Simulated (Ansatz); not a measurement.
## Geometry relaxation, with input and output: WSe₂ (part 2 of 2)

WSe₂ (3 atoms in the cell); DFT PBE+D3(BJ), scalar-relativistic, plane waves, PAW, no spin polarisation (Ansatz 0.2.0); cutoff 420 eV, 12×12×2 k-mesh, Gaussian smearing of 0.02 eV. The structure derives from a Materials Project entry.

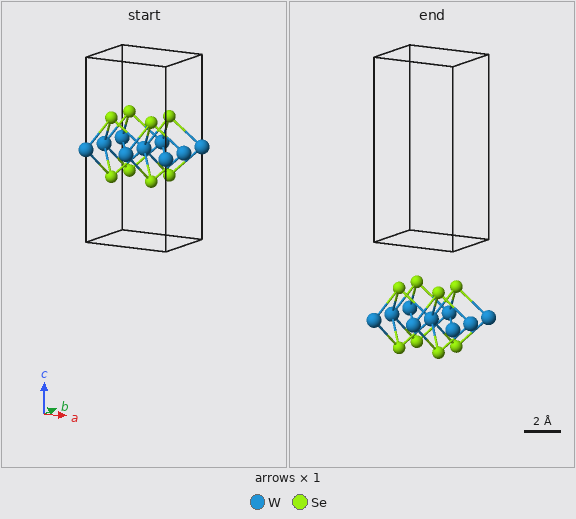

Before (left) and after (right) the relaxation, at one scale (ball-and-stick view of the 2 × 2 repeat of the cell, with the vacuum cut short, seen slightly off an axis). The pink arrows give the displacements (without the part carried along by the change of the cell), at true length. The energy falls by 76.6 meV per atom in 25 geometry steps. The largest force component goes from 0.18 to 0.0017 eV/Å. The line search rejected the trial step at point 1 (counted from 0) and went back. The largest moves relative to the cell, 0.024 Å, are those of Se2 and Se3. W stays in place. In the plane the drawn cell goes a 6.636 → 6.556 Å (−1.2 %), b 6.636 → 6.556 Å (−1.2 %). The space group stays P-6m2 (No. 187). A last SCF at the same geometry on a re-selected plane-wave basis shifts the energy by +0.7 meV per atom. (Atoms are counted from 1 in the order of the input.)

```
basis re-selected at this cell: Δ(F+E_penalty+E_count) = +2.083e-3 eV, ΔP = -0.006 GPa vs the last step (what re-selecting the basis moved, of the pressure what is left beyond the Pulay correction that the steps carried, after the strain that the cell walked since its last selection, with what the two solves' SCF thresholds leave and, on support functions, any second-order correction that the steps lacked; it is no measure of the basis error at this ecutwfc). The dense FFT grid was sized anew with the basis: this SCF ran on 24×24×48 points, the steps before it on 24×24×120, so part of this shift can come from that change (see relax.cell in the input reference). This SCF's stress stands 1.75e-2 GPa from its target on what of the cell is left free (relax.cell.stress_tol is 5.00e-2 GPa) and its largest allowed force component is 1.67e-3 eV/Å (relax.f_tol is 5.00e-3 eV/Å): within both
SCF converged after 7 iterations
Free energy (F): -21325.881934 eV
Harris-Foulkes:  -21325.881934 eV  (|F-HF|=2.18e-11)
Internal energy: -21325.881934 eV  (E = F + TS)
E sigma→0 (E₀):  -21325.881934 eV
Fermi energy:    12.048277 eV
--- Per-component energies (eV) ---
  E_band       = -900.337103
  E_kinetic    = 689.685139
  E_local      = -6544.716628  (includes V_loc(G=0)·N_el)
  E_nonlocal   = -1189.967960
  E_hartree    = 3134.627806
  E_xc         = -476.541524
  E_vxc        = -436.768322  (∫ρ·V_xc dr)
  E_paw        = -12385.482944  (= ΣΔE_a)
  E_vpaw       = 312.176156  (= ΣTr[D̂ρ^β])
  E_aug_tail   = -0.001255  (compensation charges beyond the density's cutoff)
  E_ewald      = -4552.196865
  E_disp       = -1.287702  (pairwise vdW)
  E_smearing   = -0.000000  (= −TS)
  E_closure    = 0.000000  (closes the sum)
  Σ components = -21325.881934   (vs F -21325.881934, Δ=0.00e0)
--- Forces (eV/Å), atoms counted from 1 ---
  atom   1  W     -0.00000000    -0.00000000    -0.00000000
  atom   2  Se    -0.00000000     0.00000000    -0.00166732
  atom   3  Se     0.00000000     0.00000000     0.00166732
  max |Σ_I F_I| component: 2.08e-17 eV/Å
--- Stress (GPa, compression-positive) ---
       -0.013909      -0.000000      -0.000000
       -0.000000      -0.013909      -0.000000
       -0.000000      -0.000000      -0.017507
  P = ⅓ Tr σ = -0.0151 GPa (-0.151 kbar)
--- Band table (eV; the first three rows and the last of 38) ---
  k-point 0: bands = ["-62.5882", "-36.1680", "-36.1680", "-36.1675", "-36.1675", "-36.1375", "-36.1375", "-36.1363", "-36.1363", "-36.1252", "-36.1228", "-26.8824", "-26.7360", "-26.7360", "-3.5294", "-2.1664", "4.7813", "9.0671", "9.0671", "9.9240", "10.2181", "10.2181", "10.5255", "14.4094", "14.4094", "14.4581", "14.4581", "16.0248"]
  k-point 1: bands = ["-62.5882", "-36.1680", "-36.1680", "-36.1675", "-36.1675", "-36.1374", "-36.1374", "-36.1363", "-36.1363", "-36.1248", "-36.1232", "-26.8825", "-26.7360", "-26.7360", "-3.4349", "-2.3305", "5.3571", "8.3226", "9.0781", "9.0781", "10.1965", "10.1965", "11.3913", "14.3246", "14.3246", "14.5702", "14.5702", "16.7757"]
  k-point 2: bands = ["-62.5875", "-36.1680", "-36.1677", "-36.1676", "-36.1672", "-36.1375", "-36.1375", "-36.1365", "-36.1363", "-36.1250", "-36.1227", "-26.8791", "-26.7525", "-26.7398", "-3.4236", "-2.1131", "4.9162", "8.7447", "9.1696", "9.4100", "10.0380", "10.5065", "10.5404", "13.9230", "14.2175", "14.3205", "14.5935", "16.6108"]
  k-point 37: bands = ["-62.5760", "-36.1662", "-36.1649", "-36.1649", "-36.1647", "-36.1393", "-36.1386", "-36.1376", "-36.1374", "-36.1225", "-36.1206", "-26.9170", "-26.8906", "-26.8258", "-1.1081", "-1.0899", "5.8943", "6.1006", "7.0034", "7.8685", "7.8996", "8.5258", "11.4116", "13.0632", "13.7887", "15.2310", "16.1022", "17.9172"]
--- Relaxed structure (26 steps of the walk, 25 accepted, 1 SCFs on fresh bases) ---
  F+E_penalty+E_count = -21325.88193363 eV   max|allowed force component| = 1.667e-3 eV/Å   (the final SCF, on the basis selected at the relaxed cell)
  cell:  # Å, volume = 65.6763 Å³
    - [3.2780783527646187, 2.8520828832402812e-11, 3.612175857887695e-17]
    - [-1.639039176407009, 2.838899129075746, -1.8060879289710627e-17]
    - [1.8135404358379518e-16, 1.1865846537543953e-31, 7.0573089454382165]
  atoms:
    - { symbol: W, position: [3.700743442989876e-17, 3.2895496857430804e-17, -2.1695139532963113e-21] }
    - { symbol: Se, position: [0.3333333333333334, 0.6666666666666667, 0.2389264183026055] }
    - { symbol: Se, position: [0.3333333333333334, 0.6666666666666667, 0.7610735816973946] }
```

**Trajectory as extended XYZ (Å, eV, eV/Å), 27 frames, from step=1 to step=27**
```
3
Lattice="3.3179 0.0000 0.0000 -1.6590 2.8734 0.0000 0.0000 0.0000 16.6581" Properties=species:S:1:pos:R:3:forces:R:3 step=1 energy=-21325.65414 pressure_GPa=-0.22
W     0.0000    0.0000    0.0000    0.0000   0.0000   0.0000
Se    0.0000    1.9156    1.6623    0.0000   0.0000   0.1826
Se    0.0000    1.9156   14.9959    0.0000   0.0000  -0.1826
3
Lattice="3.2443 0.0000 0.0000 -1.6222 2.8097 0.0000 0.0000 0.0000 16.6600" Properties=species:S:1:pos:R:3:forces:R:3 step=2 energy=-21325.64044 pressure_GPa=-0.11 accepted=F
W     0.0000    0.0000    0.0000    0.0000   0.0000   0.0000
Se    0.0000    1.8731    1.7253    0.0000   0.0000  -0.4219
Se    0.0000    1.8731   14.9347    0.0000   0.0000   0.4219
3
Lattice="3.2863 0.0000 0.0000 -1.6431 2.8460 0.0000 0.0000 0.0000 16.6412" Properties=species:S:1:pos:R:3:forces:R:3 step=3 energy=-21325.66466 pressure_GPa=-0.04
W     0.0000    0.0000    0.0000    0.0000   0.0000   0.0000
Se    0.0000    1.8973    1.6848    0.0000   0.0000  -0.0066
Se    0.0000    1.8973   14.9564    0.0000   0.0000   0.0066
3
Lattice="3.2851 0.0000 0.0000 -1.6426 2.8450 0.0000 0.0000 0.0000 16.6321" Properties=species:S:1:pos:R:3:forces:R:3 step=4 energy=-21325.66469 pressure_GPa=-0.00
W     0.0000    0.0000    0.0000    0.0000   0.0000   0.0000
Se    0.0000    1.8967    1.6848    0.0000   0.0000   0.0015
Se    0.0000    1.8967   14.9473    0.0000   0.0000  -0.0015
3
Lattice="3.2849 0.0000 0.0000 -1.6424 2.8448 0.0000 0.0000 0.0000 16.6179" Properties=species:S:1:pos:R:3:forces:R:3 step=5 energy=-21325.66471 pressure_GPa=0.01
W     0.0000    0.0000    0.0000    0.0000   0.0000   0.0000
Se    0.0000    1.8965    1.6848    0.0000   0.0000   0.0030
Se    0.0000    1.8965   14.9331    0.0000   0.0000  -0.0030
3
Lattice="3.2823 0.0000 0.0000 -1.6411 2.8425 0.0000 0.0000 0.0000 16.3729" Properties=species:S:1:pos:R:3:forces:R:3 step=6 energy=-21325.66507 pressure_GPa=0.10
W     0.0000    0.0000    0.0000    0.0000   0.0000   0.0000
Se    0.0000    1.8950    1.6846    0.0000   0.0000   0.0235
Se    0.0000    1.8950   14.6884    0.0000   0.0000  -0.0235
3
Lattice="3.2808 0.0000 0.0000 -1.6404 2.8412 0.0000 0.0000 0.0000 16.0619" Properties=species:S:1:pos:R:3:forces:R:3 step=7 energy=-21325.66546 pressure_GPa=0.18
W     0.0000    0.0000    0.0000    0.0000   0.0000   0.0000
Se    0.0000    1.8942    1.6837    0.0000   0.0000   0.0490
Se    0.0000    1.8942   14.3782    0.0000   0.0000  -0.0490
3
Lattice="3.2807 0.0000 0.0000 -1.6403 2.8412 0.0000 0.0000 0.0000 15.7042" Properties=species:S:1:pos:R:3:forces:R:3 step=8 energy=-21325.66601 pressure_GPa=0.23
W     0.0000    0.0000    0.0000    0.0000   0.0000   0.0000
Se    0.0000    1.8941    1.6825    0.0000   0.0000   0.0697
Se    0.0000    1.8941   14.0217    0.0000   0.0000  -0.0697
3
Lattice="3.2824 0.0000 0.0000 -1.6412 2.8427 0.0000 0.0000 0.0000 15.0941" Properties=species:S:1:pos:R:3:forces:R:3 step=9 energy=-21325.66721 pressure_GPa=0.24
W     0.0000    0.0000    0.0000    0.0000   0.0000   0.0000
Se    0.0000    1.8951    1.6809    0.0000   0.0000   0.0870
Se    0.0000    1.8951   13.4132    0.0000   0.0000  -0.0870
3
Lattice="3.2858 0.0000 0.0000 -1.6429 2.8455 0.0000 0.0000 0.0000 14.6541" Properties=species:S:1:pos:R:3:forces:R:3 step=10 energy=-21325.66870 pressure_GPa=-0.01
W     0.0000    0.0000    0.0000    0.0000   0.0000   0.0000
Se    0.0000    1.8970    1.6842    0.0000   0.0000   0.0070
Se    0.0000    1.8970   12.9699    0.0000   0.0000  -0.0070
3
Lattice="3.2852 0.0000 0.0000 -1.6426 2.8451 0.0000 0.0000 0.0000 13.8455" Properties=species:S:1:pos:R:3:forces:R:3 step=11 energy=-21325.66941 pressure_GPa=0.38
W     0.0000    0.0000    0.0000    0.0000   0.0000   0.0000
Se    0.0000    1.8967    1.6754    0.0000   0.0000   0.1663
Se    0.0000    1.8967   12.1701    0.0000   0.0000  -0.1663
3
Lattice="3.2827 0.0000 0.0000 -1.6413 2.8429 0.0000 0.0000 0.0000 14.1339" Properties=species:S:1:pos:R:3:forces:R:3 step=12 energy=-21325.67005 pressure_GPa=0.08
W     0.0000    0.0000    0.0000    0.0000   0.0000   0.0000
Se    0.0000    1.8952    1.6848    0.0000   0.0000   0.0175
Se    0.0000    1.8952   12.4491    0.0000   0.0000  -0.0175
3
Lattice="3.2843 0.0000 0.0000 -1.6422 2.8443 0.0000 0.0000 0.0000 13.7903" Properties=species:S:1:pos:R:3:forces:R:3 step=13 energy=-21325.67109 pressure_GPa=0.09
W     0.0000    0.0000    0.0000    0.0000   0.0000   0.0000
Se    0.0000    1.8962    1.6832    0.0000   0.0000   0.0344
Se    0.0000    1.8962   12.1071    0.0000   0.0000  -0.0344
3
Lattice="3.2838 0.0000 0.0000 -1.6419 2.8439 0.0000 0.0000 0.0000 12.9596" Properties=species:S:1:pos:R:3:forces:R:3 step=14 energy=-21325.67277 pressure_GPa=0.44
W     0.0000    0.0000    0.0000    0.0000   0.0000   0.0000
Se    0.0000    1.8959    1.6758    0.0000   0.0000   0.1694
Se    0.0000    1.8959   11.2838    0.0000   0.0000  -0.1694
3
Lattice="3.2792 0.0000 0.0000 -1.6396 2.8398 0.0000 0.0000 0.0000 12.1446" Properties=species:S:1:pos:R:3:forces:R:3 step=15 energy=-21325.67645 pressure_GPa=0.66
W     0.0000    0.0000    0.0000    0.0000   0.0000   0.0000
Se    0.0000    1.8932    1.6758    0.0000   0.0000   0.2014
Se    0.0000    1.8932   10.4688    0.0000   0.0000  -0.2014
3
Lattice="3.2818 0.0000 0.0000 -1.6409 2.8421 0.0000 0.0000 0.0000 11.5152" Properties=species:S:1:pos:R:3:forces:R:3 step=16 energy=-21325.67810 pressure_GPa=-0.89
W     0.0000    0.0000    0.0000    0.0000   0.0000   0.0000
Se    0.0000    1.8947    1.7048    0.0000   0.0000  -0.3127
Se    0.0000    1.8947    9.8105    0.0000   0.0000   0.3127
3
Lattice="3.2905 0.0000 0.0000 -1.6453 2.8497 0.0000 0.0000 0.0000 10.7149" Properties=species:S:1:pos:R:3:forces:R:3 step=17 energy=-21325.68688 pressure_GPa=0.77
W     0.0000    0.0000    0.0000    0.0000   0.0000   0.0000
Se    0.0000    1.8998    1.6644    0.0000   0.0000   0.3325
Se    0.0000    1.8998    9.0504    0.0000   0.0000  -0.3325
3
Lattice="3.2862 0.0000 0.0000 -1.6431 2.8460 0.0000 0.0000 0.0000 9.9695" Properties=species:S:1:pos:R:3:forces:R:3 step=18 energy=-21325.69897 pressure_GPa=1.09
W     0.0000    0.0000    0.0000    0.0000   0.0000   0.0000
Se    0.0000    1.8973    1.6631    0.0000   0.0000   0.3923
Se    0.0000    1.8973    8.3064    0.0000   0.0000  -0.3923
3
Lattice="3.2842 0.0000 0.0000 -1.6421 2.8442 0.0000 0.0000 0.0000 9.4884" Properties=species:S:1:pos:R:3:forces:R:3 step=19 energy=-21325.72067 pressure_GPa=-0.63
W     0.0000    0.0000    0.0000    0.0000   0.0000   0.0000
Se    0.0000    1.8961    1.6926    0.0000   0.0000  -0.1090
Se    0.0000    1.8961    7.7959    0.0000   0.0000   0.1090
3
Lattice="3.2866 0.0000 0.0000 -1.6433 2.8463 0.0000 0.0000 0.0000 8.7230" Properties=species:S:1:pos:R:3:forces:R:3 step=20 energy=-21325.74261 pressure_GPa=1.31
W     0.0000    0.0000    0.0000    0.0000   0.0000   0.0000
Se    0.0000    1.8975    1.6591    0.0000   0.0000   0.4836
Se    0.0000    1.8975    7.0639    0.0000   0.0000  -0.4836
3
Lattice="3.2851 0.0000 0.0000 -1.6426 2.8450 0.0000 0.0000 0.0000 8.1874" Properties=species:S:1:pos:R:3:forces:R:3 step=21 energy=-21325.77301 pressure_GPa=1.77
W     0.0000    0.0000    0.0000    0.0000   0.0000   0.0000
Se    0.0000    1.8967    1.6539    0.0000   0.0000   0.6075
Se    0.0000    1.8967    6.5335    0.0000   0.0000  -0.6075
3
Lattice="3.2818 0.0000 0.0000 -1.6409 2.8421 0.0000 0.0000 0.0000 7.8198" Properties=species:S:1:pos:R:3:forces:R:3 step=22 energy=-21325.82156 pressure_GPa=0.56
W     0.0000    0.0000    0.0000    0.0000   0.0000   0.0000
Se    0.0000    1.8947    1.6724    0.0000   0.0000   0.3009
Se    0.0000    1.8947    6.1474    0.0000   0.0000  -0.3009
3
Lattice="3.2879 0.0000 0.0000 -1.6440 2.8474 0.0000 0.0000 0.0000 7.3683" Properties=species:S:1:pos:R:3:forces:R:3 step=23 energy=-21325.85814 pressure_GPa=0.93
W     0.0000    0.0000    0.0000    0.0000   0.0000   0.0000
Se    0.0000    1.8983    1.6627    0.0000   0.0000   0.4219
Se    0.0000    1.8983    5.7056    0.0000   0.0000  -0.4219
3
Lattice="3.2724 0.0000 0.0000 -1.6362 2.8340 0.0000 0.0000 0.0000 7.0967" Properties=species:S:1:pos:R:3:forces:R:3 step=24 energy=-21325.88331 pressure_GPa=0.41
W     0.0000    0.0000    0.0000    0.0000   0.0000   0.0000
Se    0.0000    1.8893    1.6855    0.0000   0.0000   0.0603
Se    0.0000    1.8893    5.4112    0.0000   0.0000  -0.0603
3
Lattice="3.2811 0.0000 0.0000 -1.6406 2.8415 0.0000 0.0000 0.0000 7.0357" Properties=species:S:1:pos:R:3:forces:R:3 step=25 energy=-21325.88384 pressure_GPa=-0.07
W     0.0000    0.0000    0.0000    0.0000   0.0000   0.0000
Se    0.0000    1.8944    1.6845    0.0000   0.0000   0.0001
Se    0.0000    1.8944    5.3512    0.0000   0.0000  -0.0001
3
Lattice="3.2781 0.0000 0.0000 -1.6390 2.8389 0.0000 0.0000 0.0000 7.0573" Properties=species:S:1:pos:R:3:forces:R:3 step=26 energy=-21325.88402 pressure_GPa=-0.01
W     0.0000    0.0000    0.0000    0.0000   0.0000   0.0000
Se    0.0000    1.8926    1.6862    0.0000   0.0000  -0.0025
Se    0.0000    1.8926    5.3711    0.0000   0.0000   0.0025
3
Lattice="3.2781 0.0000 0.0000 -1.6390 2.8389 0.0000 0.0000 0.0000 7.0573" Properties=species:S:1:pos:R:3:forces:R:3 step=27 energy=-21325.88193 pressure_GPa=-0.02
W     0.0000    0.0000    0.0000    0.0000   0.0000   0.0000
Se    0.0000    1.8926    1.6862    0.0000   0.0000  -0.0017
Se    0.0000    1.8926    5.3711    0.0000   0.0000   0.0017
```

The run was set up as follows.

**Input**
```yaml
crystal:
  lattice:
    - [3.3179375931, 0.0, 0.0]
    - [-1.6589687966, 2.8734182438, 0.0]
    - [0.0, 0.0, 16.65814242]
  atoms:
    - { symbol: W, position: [0.0, 0.0, 0.0] }
    - { symbol: Se, position: [0.33333333, 0.66666667, 0.09978652] }
    - { symbol: Se, position: [0.33333333, 0.66666667, 0.90021348] }
basis:
  ecutwfc: 420
kpoints:
  mp_grid: { grid: [12, 12, 2] }
hamiltonian:
  xc: pbe
  dispersion: d3bj
scf:
  occupations: { method: gaussian, width: 0.02 }
output:
  forces: true
  stress: true
  eigenvalues: true
relax:
  adjacent_minimum: "off"
  f_tol: 0.005
  max_steps: 80
  cell: { stress_tol: 0.05 }
```

Run as:
```bash
ansatz run input.yaml --threads 4 --pin off --max-ram 10240MiB --backend cpu --events-out ev --progress --plain --runs-dir out
```

**Summary**

```tsv
quantity	value
outcome	converged
space group (tolerance 0.01 Å)	P-6m2 (187)
electrons treated	46
free energy	−21325.8819 eV
Fermi energy	12.048 eV
gap on the k-point mesh	1.27 eV
pressure	−0.02 GPa
final volume	65.68 Å³
largest force (length of the vector) at the end	0.002 eV/Å
final cell	a = 3.278 Å, b = 3.278 Å, c = 7.057 Å, α = 90.00°, β = 90.00°, γ = 120.00°
hardware	4 threads of AMD EPYC (Zen 3), 32 GiB of memory available, shared host
wall time	80 s (CPU time 5.1 min)
peak memory	0.59 GiB
```

**Notes**

Spin–orbit coupling is left out, which matters for W.
